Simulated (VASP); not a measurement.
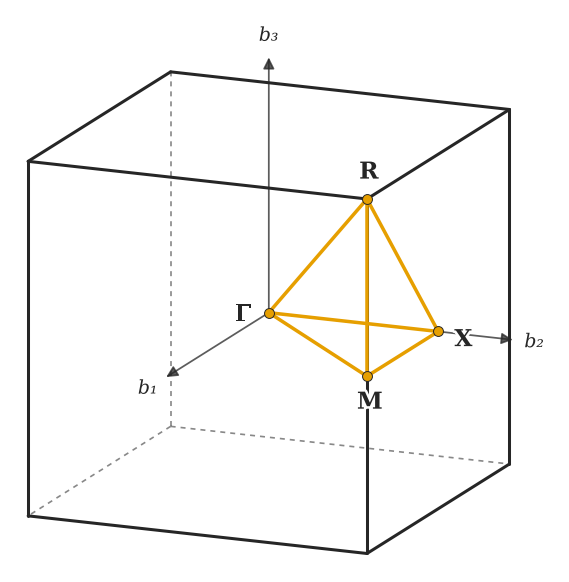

For AlNi3, a cell listed in the Materials Project, as set up for an electronic-structure calculation: the first Brillouin zone and its special points. All values are computed from the atomic coordinates in the standard setting (tolerance 0.002 Å).

Space group No. 221, Pm-3m; a = 3.523 Å, b = 3.523 Å, c = 3.523 Å, α = 90.00°, β = 90.00°, γ = 90.00°.

Labels and path follow the convention of Hinuma et al. (2017), as computed by seekpath; the arrows show the directions of the reciprocal primitive vectors b₁, b₂, b₃, in which coordinates are given; lengths include the factor 2π.

**List the special points with their coordinates and distances from Γ.**

```tsv
point	k₁	k₂	k₃	length of k (1/Å)
Γ	0	0	0	0.000
R	1/2	1/2	1/2	1.545
M	1/2	1/2	0	1.261
X	0	1/2	0	0.892
```

**What is the zone's volume?**

(2π)³ over the primitive cell's volume of 43.73 Å³: 5.67 Å⁻³.
